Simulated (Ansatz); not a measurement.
Consider AlCu3.

```
Cu Al
1.0
    -2.88801    0.00000   -2.88801
    -2.88801    2.88801    0.00000
     0.00000    2.88801   -2.88801
Cu Al
3 1
Direct
  0.74320 0.75721 0.74816
  0.23606 0.25563 0.25137
  0.50142 0.48943 0.51088
  0.01518 0.99419 0.00658
```

Space group P1; a structure from a database of computed crystals, not necessarily the ambient phase; changed on purpose from its base cell (atoms moved at random by about 0.05 A); not relaxed (largest force 0.7 eV/Å).

The calculation used Kohn-Sham DFT of a periodic cell, PBEsol, Ansatz PAW (Ansatz 0.2.0).

What can the converged valence pseudo-density and electron localisation function tell about the bonding?

Al–Cu (2.43 Å): ρ is about 0.32 e/Å³ halfway; the ELF is about 0.40 at the midpoint.
Cu–Cu (2.45 Å): the density is about 0.32 e/Å³ at the midpoint; the ELF is about 0.25 at the midpoint; no shared electron pair shows on this line.
Cu–Cu (2.49 Å): ρ is about 0.3 e/Å³ halfway; the ELF is about 0.25 at the midpoint (no shared electron pair shows on this line).
Cu–Cu (2.53 Å): ρ at the midpoint is about 0.28 e/Å³; the ELF is about 0.25 at the midpoint: no localised pair shows between them.

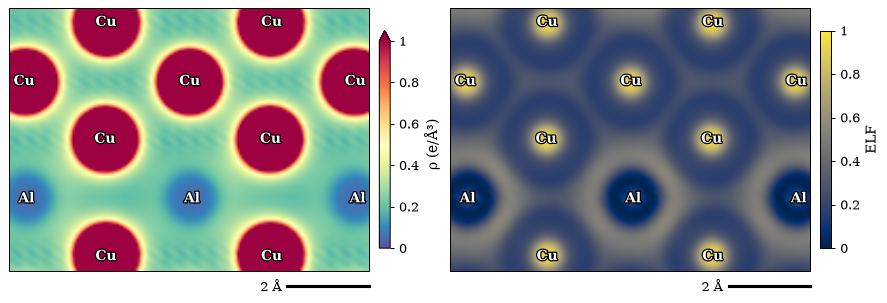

Computed valence pseudo-density and electron localisation function on the (011̄) plane of the conventional cell, in this order. 

The density is the valence pseudo-density of a PAW calculation; it isn't the true density close to the nuclei.
